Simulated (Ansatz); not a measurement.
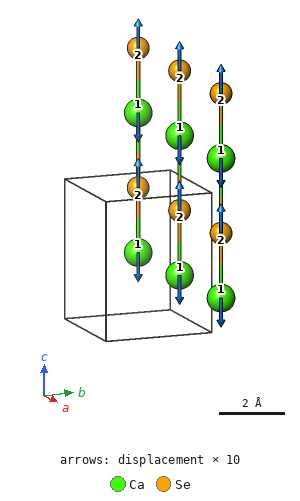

This is a relaxation of crystalline CaSe (a generated structure, set up in P4mm) (coarse preliminary run). The starting structure is drawn; blue arrows show the displacements (the part carried along by the change of the cell is left out), 10 times their true length.

The picture is a ball-and-stick view of the cell of the calculation, repeated 3 × 1 × 2 with one cell outlined, seen slightly off an axis.

Theory: Ansatz, DFT PBE, scalar-relativistic, plane waves, PAW.

Input
```yaml
crystal:
  lattice:
    - [3.5016167, 0.0, 0.0]
    - [0.0, 3.5016167, 0.0]
    - [0.0, 0.0, 4.4090174]
  atoms:
    - { symbol: Ca, position: [0.5, 0.5, 0.52335441] }
    - { symbol: Se, position: [0.5, 0.5, 0.98730538] }
basis:
  ecutwfc: 420
kpoints:
  mp_grid: { grid: [6, 6, 4] }
hamiltonian:
  xc: pbe
scf:
  occupations: { method: gaussian, width: 0.1 }
  lower_state_search: "off"
output:
  forces: true
  stress: true
  eigenvalues: true
relax:
  adjacent_minimum: "off"
  f_tol: 0.04
  max_steps: 70
  cell: { stress_tol: 0.4 }
```

Launched with:
```bash
ansatz run input.yaml --threads 1 --pin off --max-ram 2048MiB --backend cpu --events-out ev --progress --plain --runs-dir out
```

### Describe the change and its energy.

The largest moves relative to the cell, 0.095 Å, are those of Ca1 and Se2. Ca1 goes along −c. By element the largest moves are Ca 0.095 Å, Se 0.095 Å. Cell: a = b 3.502 → 5.738 Å (+63.9 %), c 4.409 → 5.261 Å (+19.3 %). Volume +220.4 %. Some distances before and after: Ca1–Ca1 3.502 → 5.738 Å, Ca1–Se2 2.046 → 2.630 Å, Ca1–Se2 (another image) 2.363 → 2.630 Å. The space group (tolerance 0.01 Å) goes from P4mm (No. 99) to P4/mmm (No. 123). After 16 accepted moves (19 points after the start) the energy has fallen by 2034 meV per atom. Largest force component: 7.8 eV/Å at the start, under 0.0001 eV/Å at the end. The pressure goes from 37.17 to 0.16 GPa. The SCF was repeated 3 times at an unchanged geometry on a basis and grid sized afresh for the cell, which shifted the energy by 56.9 meV per atom at most. Cost: 110 s on 1 thread of Arm Neoverse V1, with other jobs on the host, peak memory 0.4 GiB.
